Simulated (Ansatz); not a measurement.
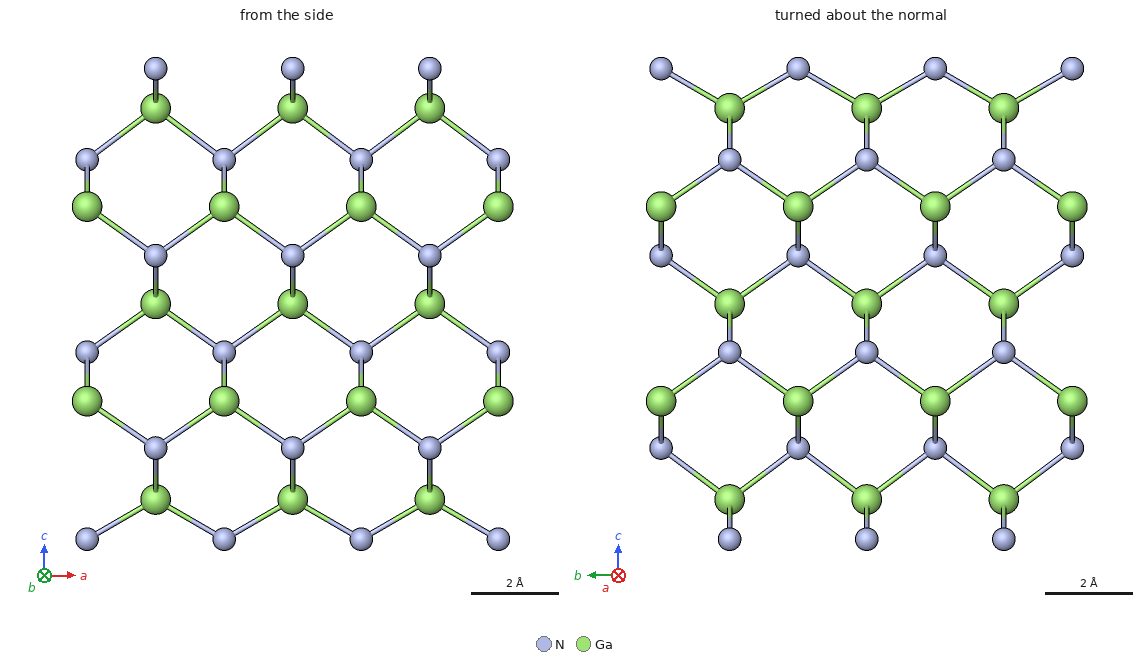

A ball-and-stick picture of a periodic slab, seen from the side and turned about the normal. The surface normal points up in side views; the vacuum is left out. 3×3 cells are drawn in the plane, with atoms at the edges repeated.

The cell holds 5 Ga, 6 N. The slab was cut from bulk GaN (F-43m).

Question: What do the upper and lower surfaces expose?

Answer: The top face ends in N, the bottom face in N. The two faces are alike.

Question: What is its extent along the surface normal?

Answer: About 11 Å from the lowest to the highest atom.

Question: Go down through the slab and list the planes.

Answer: Eleven planes: N / Ga / N / Ga / N / Ga / N / Ga / N / Ga / N.

Question: Which lattice plane is parallel to the surface?

Answer: (1 0 0).

Its origin is a structure listed in the Materials Project, from which a slab was cut. The atoms were relaxed in a fixed cell with Ansatz, DFT PBEsol, scalar-relativistic, plane waves, PAW.
